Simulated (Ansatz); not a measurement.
System: Li₂S, space group Fm-3m (No. 225).

The given structure:
```
CELL_PARAMETERS angstrom
0.00000 2.51742 2.51742
2.51742 0.00000 2.51742
2.51742 2.51742 0.00000
ATOMIC_POSITIONS crystal
Li 0.25000 0.25000 0.25000
Li 0.75000 0.75000 0.75000
S 0.00000 0.00000 0.00000
```

How it was computed, with Ansatz 0.2.0: optical phonons of an insulator on the approach to the zone centre along x, y and z with the field of polar modes, imaginary frequencies are negative, field response on a mesh refined by the program; plane waves with PAW datasets. Level: LDA, no spin polarisation.

```tsv
setting	value
wave cutoff	420 eV
k mesh	8×8×8
occupations	fixed
pressure	25 GPa
```

Predict the polar optical modes, transverse and longitudinal, approaching the zone centre along x.

The transverse (TO, twofold) lines lie at 561.8 and the longitudinal (LO) ones at 634.9 cm⁻¹, the same along x, y and z by the cubic symmetry.

```csv
at,frequency (cm⁻¹),degeneracy,dipole strength ((D/Å)²/amu)
x,561.8,2,11.5
x,577.9,3,0
x,634.9,1,5.76
```

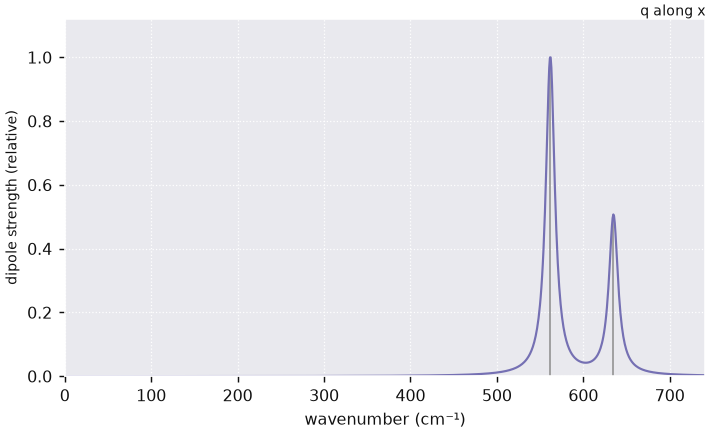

Lines are broadened by Lorentzians of 13 cm⁻¹ full width; the spectrum is scaled to its strongest line.
